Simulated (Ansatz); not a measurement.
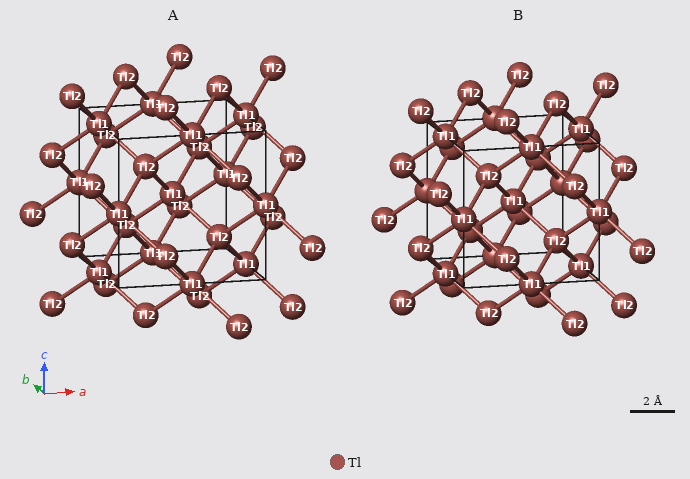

Two geometries of solid Tl (built on the diamond_227 type) (coarse preliminary run), drawn at one scale. One is the start of a relaxation, the other its converged end. The picture is a ball-and-stick view of the conventional cell (4 times the calculation's cell), seen slightly off an axis. Lengths and directions refer to the drawn axes.

Method: DFT PBE, scalar-relativistic, plane waves, PAW in Ansatz. Settings: plane-wave cutoff 420 eV; k-point mesh 4 × 4 × 4; occupations gaussian; smearing width 0.1 eV; no spin polarisation; cell and atoms relaxed; force threshold 0.04 eV/Å; at most 70 steps.

**Which geometry has the lower energy?**

Structure A is the relaxed one. Case: diamond type (Fd-3m, No. 227). After 3 accepted moves (4 points after the start) the energy has fallen by 0.339 eV per cell of the calculation. All forces vanish by symmetry, so only the cell relaxes. Pressure: 6.94 GPa at the start and 0.10 GPa at the end. At 1 point the geometry stayed and the basis and grid were re-selected for the new cell (energy shift of 2.7 meV per cell of the calculation at most each time). The atoms keep their places relative to the cell (all moves are under 0.005 Å). The drawn cell changes as follows: a = b = c 6.498 → 7.049 Å (+8.5 %); the volume changes by +27.6 %. Among the contacts that change: Tl1–Tl2 2.814 → 3.052 Å. The space group stays Fd-3m (No. 227).
